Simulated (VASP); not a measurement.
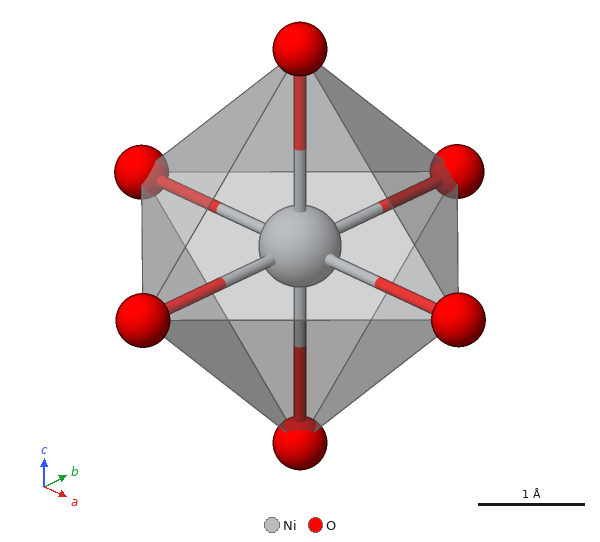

Coordination of Ni in NiO (Fm-3m). Continuous shape measures are computed against ideal polyhedra (0 is ideal; above about 3 the distortion is strong). Source: the geometry relaxed with VASP 6.6.1, VASP Kohn-Sham DFT of a periodic cell, PBE, VASP PAW PBE potentials, recommended.

> What geometry does the central atom have?

NiO6: an essentially ideal octahedron (coordination number 6, S = 0.00; next best trigonal prism, S = 16.7).

> Does the central atom sit at the centroid of its ligands?

Yes, to within 0.01 Å; the site symmetry is m-3m.

> How long are the bonds?

6 × Ni–O 2.11 Å. The next neighbour, not counted, lies at 2.98 Å.
